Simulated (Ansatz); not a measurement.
**LiCl$_{3}$: density, localisation and related maps**

```
Li Cl
1.0
     7.03714    0.00000    0.00000
    -3.51857    6.09434    0.00000
     0.00000    0.00000    4.06073
Li Cl
2 6
Direct
  0.33333 0.66667 0.25000
  0.66667 0.33333 0.75000
  0.37500 0.29200 0.25000
  0.08300 0.37500 0.75000
  0.70800 0.08300 0.25000
  0.62500 0.70800 0.75000
  0.91700 0.62500 0.25000
  0.29200 0.91700 0.75000
```

Space group P6₃/m; built by placing these elements on a known structure type.

These are results of DFT, PAW plane waves, PBE in Ansatz 0.2.0, not measurements.

In a PAW calculation such maps are meaningful between the atoms, not at the nuclei.

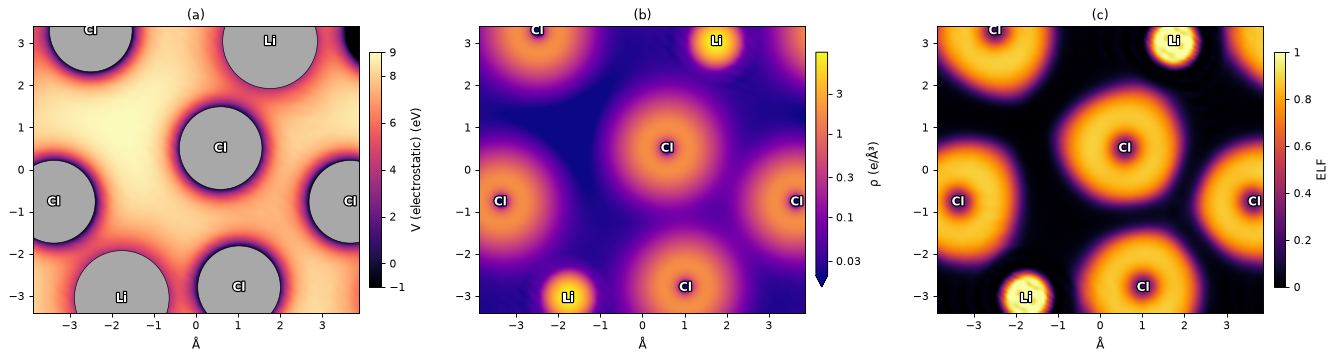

Figure 1. (a) electrostatic potential energy of an electron; (b) valence pseudo-density; (c) electron localisation function on the (001) plane of the conventional cell. Grey discs cover the atomic cores in the potential map.

Interpret the plot.

Answer. Atoms in the plane: Li and Cl.
Li–Cl (2.79 Å): ρ at the midpoint is about 0.13 e/Å³; the ELF is about 0.60 at the midpoint.
Between the atoms the lowest density in this plane is 0.006 e/Å³.
The features right at Li lie inside the PAW spheres, where the map follows smoothed inner orbitals and isn't to be read closely.
Outside the cores the potential energy rises away from the atoms and is highest about 2.3 Å from the nearest atoms; its zero is arbitrary.

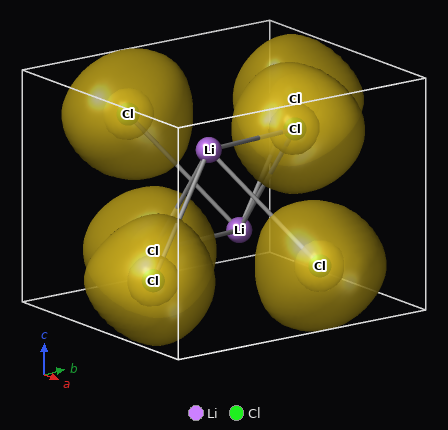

Figure 2. Isosurface of the electron localisation function at 0.75 (yellow), seen slightly off an axis. Core shells and regions of very low density are left out. Sticks mark near contacts.

Where are the electrons localised?

Answer. At this value the surface marks out six regions wrapped around Cl (the valence shell of each), counted in one cell of 8 atoms. Any copies at cell faces, edges or corners count once.

Does the calculation give a band gap?

Answer. It is gapless in this calculation (a metal or semimetal).

How much charge does the calculation move between the atoms?

Answer. Electrons move from Li towards Cl. Bader charges: Li +0.92 and Cl −0.31 e.
